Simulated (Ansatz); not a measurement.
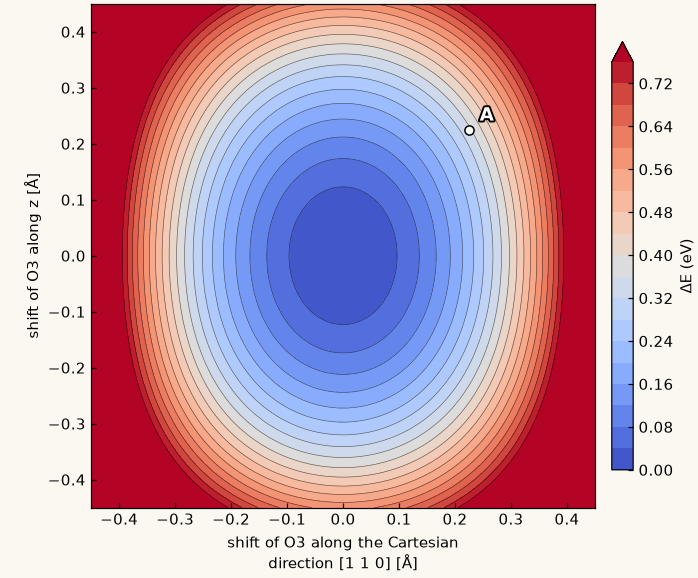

KTaO₃ (Pm-3m, No. 221; 5 atoms in the cell). 
- Atom O3 is moved over a plane while all other atoms and the cell stay fixed (its periodic images move with it) (x, y and z along the cube axes).
- First axis: shift of O3 along the Cartesian direction [1 1 0]. Second axis: shift of O3 along z.
- Grid: 5 × 5 points; 9 points were computed and 16 follow by symmetry.
- Points are written as (first, second).
- Energies are in eV per cell, from the lowest grid point.
- The reference cell is the one listed in the database, not relaxed at this level.
- Computed with DFT r2SCAN, scalar-relativistic, plane waves, PAW in Ansatz. Settings: cutoff 500 eV, k-mesh 6×6×6, gaussian smearing 0.05 eV, no spin polarisation.

Drawn: filled contours, one colour for all values above the top of the scale, the point A. Between grid points the surface is interpolated.

Question: Which way does the force act at A, and how strong is it?

Answer: A, at (0.225 Å, 0.225 Å), is not a stationary point. The computed force is 2.4 eV/Å in the plane, pointing down and left in the picture (components −2.1 and −1.2 eV/Å).
